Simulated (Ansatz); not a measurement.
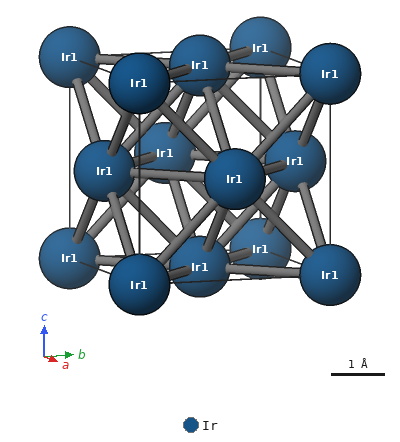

**Figure 1.** The input geometry (ball-and-stick view of the cell 4 times as large as that of the calculation, set on its symmetry axes, seen slightly off an axis; atoms are numbered from 1 in the order of the input). An atom can appear more than once, as a periodic image. Near neighbours in the periodic cell (some may lie outside the picture): Ir has 12 Ir at 2.71 Å.

## Single-point calculation of Ir

Ir (1 atom in the cell), computed with DFT r2SCAN, scalar-relativistic, plane waves, PAW, no spin polarisation (Ansatz 0.2.0).

The structure derives from an entry of the Crystallography Open Database. Figures and captions count atoms from 1; the log counts them from 0 in places.

The program's output:
```
Engine: ansatz 0.2.0, x86_64-unknown-linux-gnu
Pseudopotentials: kind: paw
Pseudopotential: Ir, paw, valence charge 17, recommended cutoff 500 eV (meta_gga), Ir.paw.azcp
Functional definition: r2SCAN
  parameter k0 = 0.174
  parameter k1 = 0.065
  parameter a1 = 4.9479
  exchange = r2scan_x(k0 = k0, k1 = k1, a1 = a1)
  correlation = r2scan_c
Crystal: 1 atoms, lattice volume = 14.149 Å³
Basis set: ecut = 500 eV, 339 PW (Γ), exchange–correlation on 80×80×80 points (64 copies of the dense FFT grid, shifted against one another)
Bands: 13, of which v1, the nominal top of the filled ones, is band 9 counted from 1 (8 counted from 0)
Symmetry: 48 space group operations
Space group: Fm-3m (ITA 225), of the structure as read, at distance tolerance 2.4e-5 Å
k-points: 29 of 512
Non-local potential: Ir, projectors of the file, l = 0: 3, l = 1: 2, l = 2: 2, l = 3: 1
PAW form: soft (Blöchl's): semilocal exchange-correlation on the pseudo side does not see the compensation charge
PAW frozen core: Ir, regenerated for the run's functional (the file was generated under x = pbe(κ = 0.804, μ = 0.2195149727645171), c = pbe(β = 0.06672455060314922))
PAW one-centre angular grid: Ir, 590 points (default); XC on 160 Gauss nodes
Initial density: superposition of atomic densities (neutral atoms: chi_scale 0, normalization atom), corrected by the library's trained network
Initial wavefunctions: pseudopotential atomic-orbital guess
Functional: x = r2scan, c = r2scan; τ floored in thin density (d = 2e-4 eV/Å³)
SCF iter   1: F=—  HF=-11948.626171 eV  |F-HF|=—  |Δ(HF+E_count)|=         —  Δρ=1.43e-2  dr2=1.06e-2  dr2_τ=4.15e-2  ethr=1.77e-3  ⟨swp⟩=5.1  Hψ=2165  notcnv=0
preconditioner: auto → none  [metal: Δε(μ)=0.082 eV  Ē_g=14.904 eV  σ=0.100 eV  W_gap=0.43  n_scr=0 (ndim 8)  ℏωp=29.6 eV  f_vac=0.000  D(μ)=1.36/eV (n_scr^D=14)]
SCF iter   2: F=—  HF=-11948.653362 eV  |F-HF|=—  |Δ(HF+E_count)|=   2.72e-2  Δρ=7.17e-3  dr2=1.40e-3  dr2_τ=5.43e-4  ethr=6.24e-5  ⟨swp⟩=2.1  Hψ=855  notcnv=0  defer=12
SCF iter   3: F=—  HF=-11948.654145 eV  |F-HF|=—  |Δ(HF+E_count)|=   7.83e-4  Δρ=2.12e-3  dr2=1.26e-4  dr2_τ=4.32e-5  ethr=8.21e-6  ⟨swp⟩=1.8  Hψ=422  notcnv=0  defer=12
SCF iter   4: F=—  HF=-11948.654224 eV  |F-HF|=—  |Δ(HF+E_count)|=   7.97e-5  Δρ=1.56e-4  dr2=1.62e-6  dr2_τ=1.52e-7  ethr=7.41e-7  ⟨swp⟩=2.2  Hψ=485  notcnv=0  defer=12
SCF iter   5: F=—  HF=-11948.654230 eV  |F-HF|=—  |Δ(HF+E_count)|=   5.67e-6  Δρ=4.51e-5  dr2=1.38e-7  dr2_τ=2.52e-8  ethr=9.53e-9  ⟨swp⟩=2.2  Hψ=562  notcnv=0  defer=12
SCF iter   6: F=-11948.654230 eV  HF=-11948.654230 eV  |F-HF|=2.93e-9  |Δ(HF+E_count)|=   7.79e-8  Δρ=1.24e-5  dr2=1.36e-8  dr2_τ=1.20e-9  ethr=5.88e-10  ⟨swp⟩=6.0  Hψ=1638  notcnv=0
SCF 1 converged in 6 iterations: F = -11948.654230 eV  dr2 = 1.36e-8
  greatest PAW one-centre occupation: 1.000 electrons in one spin orbital (limit 2), on the Ir atom at site 0 (counted from 0), in its partial waves of l = 0
```

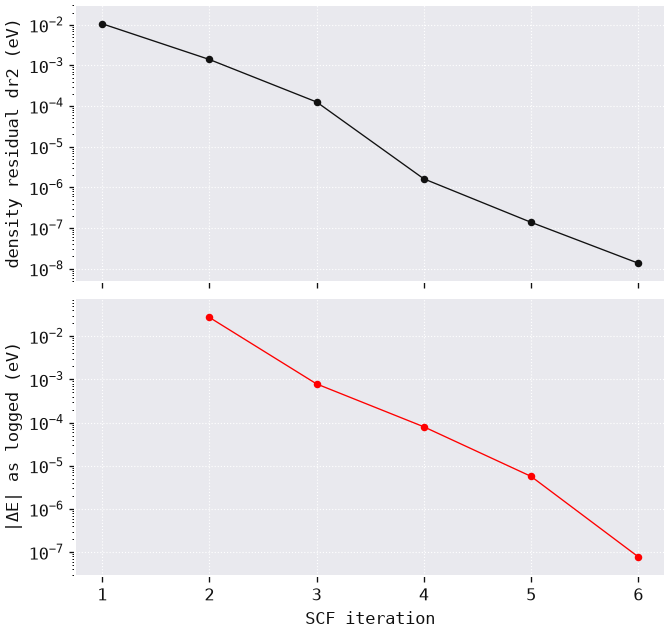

**Figure 2.** Convergence of the self-consistent field: density residual dr2 and size of the energy change against the SCF iteration. The residual falls at every step.

```
SCF converged after 6 iterations
Free energy (F): -11948.654230 eV
Harris-Foulkes:  -11948.654230 eV  (|F-HF|=2.93e-9)
Internal energy: -11948.647531 eV  (E = F + TS)
E sigma→0 (E₀):  -11948.650880 eV
Entropy (-TS):   -0.006699 eV (-6.699 meV/atom)
Fermi energy:    25.650884 eV
--- Per-component energies (eV) ---
  E_band       = -100.547561
  E_kinetic    = 623.832881
  E_local      = -1066.529682  (includes V_loc(G=0)·N_el)
  E_nonlocal   = 73.983337
  E_hartree    = 410.454414
  E_xc         = -255.568388
  E_vxc        = -333.694804  (∫ρ·V_xc dr)
  E_paw        = -9249.753968  (= ΣΔE_a)
  E_vpaw       = -239.746911  (= ΣTr[D̂ρ^β])
  E_aug_tail   = -0.000019  (compensation charges beyond the density's cutoff)
  E_vtau       = 20.702484  (kinetic-family band-sum trace: ∫τ·v_τ [+ j·A + Jᵃ·Aᵃ] dr)
  E_ewald      = -2484.749213
  E_core_change = -0.316894  (= ΣΔE_core)
  E_smearing   = -0.006699  (= −TS)
  E_closure    = -0.000000  (closes the sum)
  Σ components = -11948.654230   (vs F -11948.654230, Δ=0.00e0)
--- Forces (eV/Å), atoms counted from 1 ---
  atom   1  Ir    -0.00000000     0.00000000    -0.00000000
  max |Σ_I F_I| component: 1.54e-32 eV/Å
--- Stress (GPa, compression-positive) ---
        2.890335      -0.000000      -0.000000
        0.000000       2.890335      -0.000000
        0.000000      -0.000000       2.890335
  P = ⅓ Tr σ = 2.8903 GPa (28.903 kbar)
--- Band table (eV; the first three rows and the last of 29) ---
  k-point 0: bands = ["-69.3537", "-25.1851", "-25.1851", "-25.1851", "14.0684", "21.5816", "21.5816", "21.5816", "24.2873", "24.2873", "39.8118", "45.6276", "45.6276"]
  k-point 1: bands = ["-69.3428", "-25.3140", "-25.2027", "-25.2027", "14.7744", "21.2417", "21.8540", "21.8540", "24.1396", "24.1396", "40.9662", "43.2727", "46.8013"]
  k-point 2: bands = ["-69.3162", "-25.6184", "-25.2449", "-25.2449", "16.3720", "21.0493", "22.0150", "22.0150", "24.5019", "24.5019", "39.8238", "42.5562", "49.8019"]
  k-point 28: bands = ["-69.2536", "-25.7459", "-25.7459", "-25.5076", "19.0910", "20.5267", "20.5267", "23.6704", "27.1751", "34.2220", "35.0310", "35.0310", "39.5235"]
```

This output came from the following input.

The input:
```yaml
crystal:
  lattice:
    - [0.0, 1.9197, 1.9197]
    - [1.9197, 0.0, 1.9197]
    - [1.9197, 1.9197, 0.0]
  atoms:
    - { symbol: Ir, position: [0.0, 0.0, 0.0] }
basis:
  ecutwfc: 500
kpoints:
  mp_grid: { grid: [8, 8, 8] }
hamiltonian:
  xc: r2scan
scf:
  occupations: { method: gaussian, width: 0.1 }
output:
  forces: true
  stress: true
  eigenvalues: true
```

Launched with:
```bash
ansatz run input.yaml --threads 2 --pin off --max-ram 5120MiB --backend cpu --events-out ev --progress --plain --runs-dir out
```

Results in brief:

- outcome: converged
- space group (tolerance 0.01 Å): Fm-3m (225)
- electrons treated: 17
- free energy: −11948.6542 eV
- Fermi energy: 25.651 eV
- gap on the k-point mesh: none (metallic)
- pressure: 2.89 GPa
- largest force (length of the vector): under 0.001 eV/Å
- hardware: 2 threads of Intel Xeon @ 2.50GHz (Skylake/Cascade Lake), 192 GiB of memory available, shared host
- wall time: 1.3 s (CPU time 1.8 s)
- peak memory: 0.36 GiB

Notes:

Spin–orbit coupling is left out, which matters for Ir.
